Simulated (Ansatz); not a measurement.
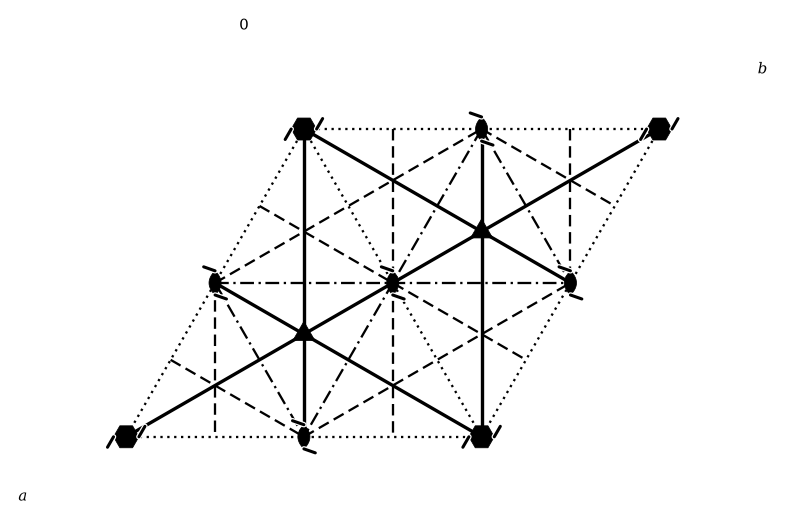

Symmetry elements of a space group, projected down c, computed from the operations of a computed or model structure of composition SnSe, which need not be its known form.

Symbols follow the International Tables: origin at the upper left, the third axis towards the viewer; heavy, dashed, dotted, dash-dotted and dash-dot-dot lines are mirror, in-plane glide, out-of-plane glide, diagonal (n; with arrows d) and double (e) glide planes seen edge on; arrows at the rim are 2 (full head) and 2₁ (half head) axes in the plane; the corner sign is a plane parallel to the page; fractions are heights. Handed screw axes carry their printed symbol instead of tails.

### Identify the space group.

P6_3mc (No. 186); primitive hexagonal, point group 6mm, 12 general positions a cell.

### List the elements shown.

6₃ axes along c at (0, 0); 3 axes along c at (1/3, 2/3), (2/3, 1/3); 2₁ axes along c at (0, 1/2), (1/2, 0), (1/2, 1/2); mirror planes holding c and [1 2 0] or [2 1 0] or [−1 1 0]; in-plane glide planes holding c and [1 2 0] or [2 1 0] or [−1 1 0]; c glide planes normal to a*, at x = 0; n glide planes normal to a*, at x = 1/2; c glide planes normal to b*, at y = 0; n glide planes normal to b*, at y = 1/2; c glide planes holding c and [1 1 0]; diagonal glide planes holding c and [1 1 0]. Heights repeat every half period; positions are (a, b) fractions, modulo 1.
